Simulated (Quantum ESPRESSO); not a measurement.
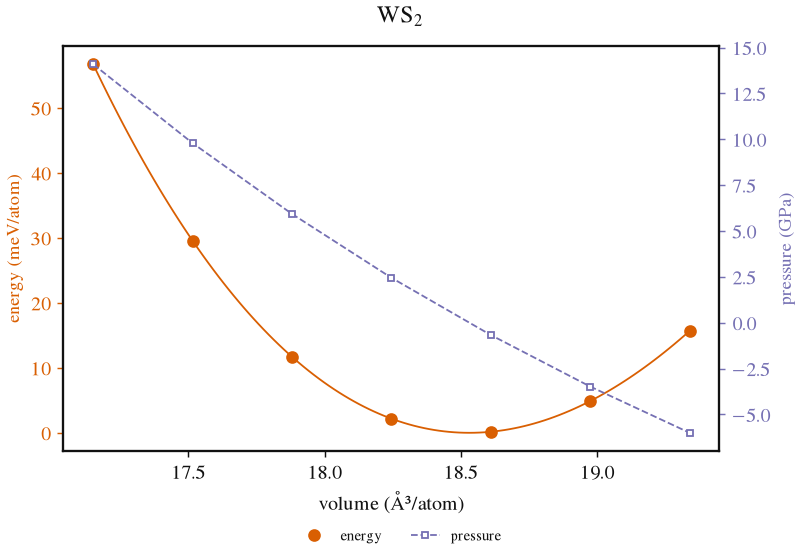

Plotted: energy and pressure against volume for WS₂, space group P6_3/mmc (No. 194).

The given structure:
```yaml
crystal:
  lattice:
    - [3.18000, 0.00000, 0.00000]
    - [-1.59000, 2.75396, 0.00000]
    - [0.00000, 0.00000, 12.50000]
  atoms:
    - { symbol: W, position: [0.66667, 0.33333, 0.75000] }
    - { symbol: W, position: [0.33333, 0.66667, 0.25000] }
    - { symbol: S, position: [0.66667, 0.33333, 0.37500] }
    - { symbol: S, position: [0.33333, 0.66667, 0.87500] }
    - { symbol: S, position: [0.66667, 0.33333, 0.12500] }
    - { symbol: S, position: [0.33333, 0.66667, 0.62500] }
```

Calculation (Quantum ESPRESSO 7.5): plane-wave DFT, no spin polarisation; energies at scaled volumes of the given cell, shape and fractions fixed, counted from the fit's minimum, third-order Birch-Murnaghan fit. Level: PBE.

```json
{"setting": "k mesh", "value": "10×10×3"}
{"setting": "occupations", "value": "Fermi–Dirac"}
{"setting": "smearing width", "value": "0.05 eV"}
{"setting": "potentials", "value": "SSSP 1.3 efficiency PBE"}
{"setting": "wave cutoff", "value": "748.3 eV"}
{"setting": "density cutoff", "value": "5987 eV"}
```

Question: What equilibrium volume and bulk modulus follow from the curve?

Answer: A third-order Birch–Murnaghan fit gives V0 = 18.53 Å³/atom, B0 = 154 GPa and B′ = 4.4.

Question: Read off the course of the pressure.

Answer: It falls from 14.09 GPa at volume 17.15 Å³/atom to −6.00 GPa at 19.34 Å³/atom, and changes sign near 18.53 Å³/atom.

Note: shape and atomic fractions are frozen while scaling, which makes layered, chain and framework solids too stiff.

The computed values:

```tsv
volume (Å³/atom)	energy (meV/atom)	pressure (GPa)
17.15	56.72	14.09
17.52	29.56	9.79
17.88	11.69	5.93
18.25	2.17	2.45
18.61	0.16	-0.67
18.97	4.90	-3.48
19.34	15.70	-6.00
```
